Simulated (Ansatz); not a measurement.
MnO2

Input file:

```
crystal:
  lattice:
    - [1.5094582422, 0.8714861224, 4.8439403982]
    - [-1.5094582422, 0.8714861224, 4.8439403982]
    - [0.0, -1.7429722449, 4.8439403982]
  atoms:
    - { symbol: Mn, position: [0.0, 0.0, 0.0] }
    - { symbol: O, position: [0.26436449, 0.26436449, 0.26436449] }
    - { symbol: O, position: [0.73563551, 0.73563551, 0.73563551] }
basis:
  ecutwfc: 420
kpoints:
  mp_grid: { grid: [12, 12, 12] }
hamiltonian:
  xc: pbe
  hubbard: { sites: [{ species: Mn, l: d, u_eff: 3.9 }] }
scf:
  occupations: { method: gaussian, width: 0.02 }
output:
  forces: true
  stress: true
  eigenvalues: true
  write_density: true
  write_potential: true
  elf: true
  volumetric_format: npy
```

Command:

```sh
ansatz run input.yaml --threads 1 --pin off --max-ram 2560MiB --backend cpu --events-out ev --progress --plain --runs-dir out
```

Below, planes, directions and counts refer to the conventional cell (a = 3.02 Å, b = 3.02 Å, c = 14.53 Å, α = 90.00°, β = 90.00°, γ = 120.00°).

Space group R-3m; a structure from a database of computed crystals, not necessarily the ambient phase; not relaxed (largest force 1.9 eV/Å); computed pressure about −22 GPa in this cell; computed without spin polarisation; Hubbard U of 3.9 eV on Mn d only.

All numbers below come from Ansatz 0.2.0, DFT PBE+U, scalar-relativistic, plane waves, PAW.

The density is the valence pseudo-density of a PAW calculation; it isn't the true density close to the nuclei.

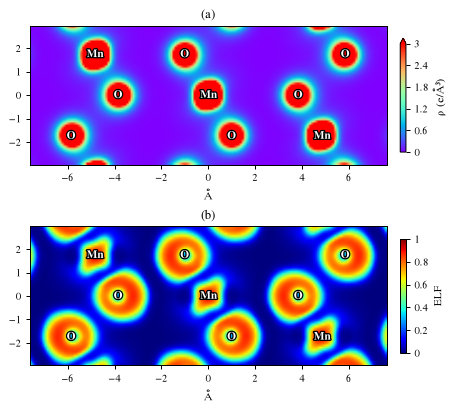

Figure 1. (a) valence electron density; (b) ELF on the (110) plane of the conventional cell.

Question: Interpret the plot.

Answer: Atoms in the plane: Mn and O. Mn–O (2.01 Å): ρ is about 0.6 e/Å³ halfway; the ELF peaks at about 0.85 in the valence shell of O, 0.7 Å from its nucleus, and is about 0.25 at the midpoint: no shared electron pair shows on this line. Between the atoms the lowest density in this plane is 0.005 e/Å³. The features right at Mn lie inside the PAW spheres, where the map follows smoothed inner orbitals and isn't to be read closely.

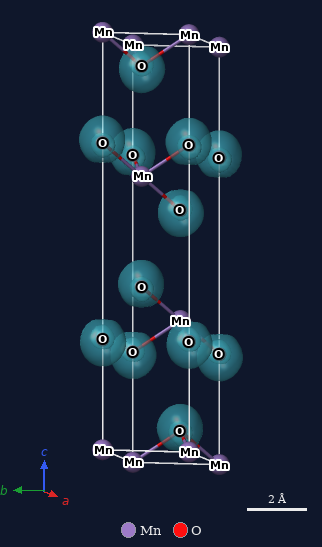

Figure 2. Isosurface of the electron localisation function at 0.75 (cyan), seen at an oblique angle. Core shells and regions of very low density are left out. Sticks mark near contacts.

Question: Where are the electrons localised?

Answer: The surface consists of six regions wrapped around O (the valence shell of each), counted in one cell of 9 atoms. Regions shared between cells count once.

Question: Does the calculation make it a metal, or give it a gap?

Answer: It is gapless in this calculation (a metal or semimetal); semilocal functionals without U, or without the true magnetic order, often close the gap of such compounds.
